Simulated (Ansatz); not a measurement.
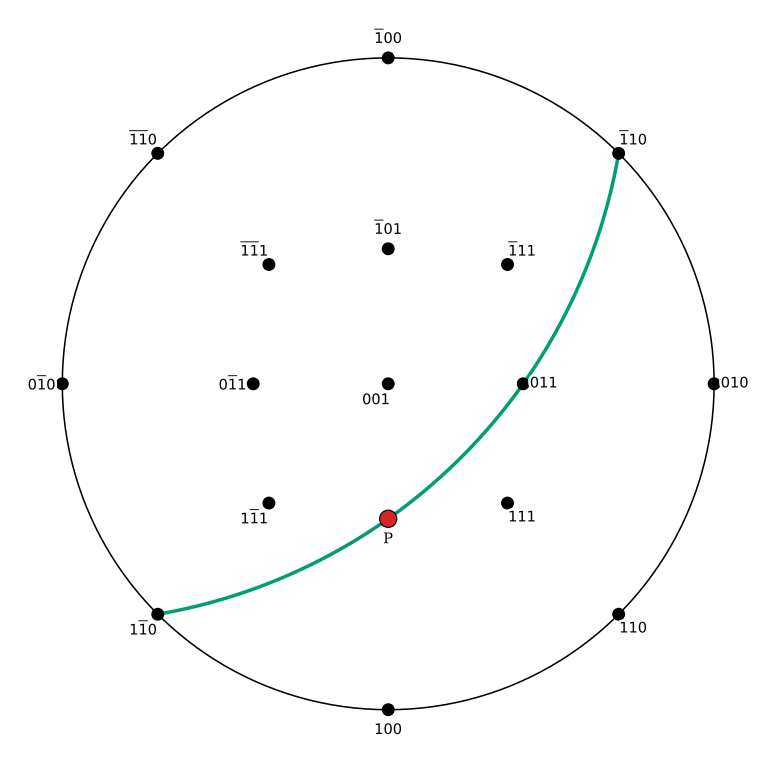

Crystal: GaP, coordinates from a relaxation with DFT, PBEsol, plane waves, PAW (Ansatz). Stereographic projection of plane normals (upper hemisphere) centred on (0 0 1). Geometry calculated from the standardised cell; symmetry tolerance 0.002 Å.

a = 5.439 Å, b = 5.439 Å, c = 5.439 Å, α = 90.00°, β = 90.00°, γ = 90.00°.

Index the pole marked P.

Answer. P is (1 0 1), 45.0° from the centre.

Which zone does the coloured great circle trace?

Answer. The zone [1 1 −1]: its poles satisfy h + k − l = 0.

What is the angle between the normals of (1 0 1) and (0 1 0), and what are their d_hkl = 1/|g|?

Answer. 90.0°; d = 3.846 Å and 5.439 Å.
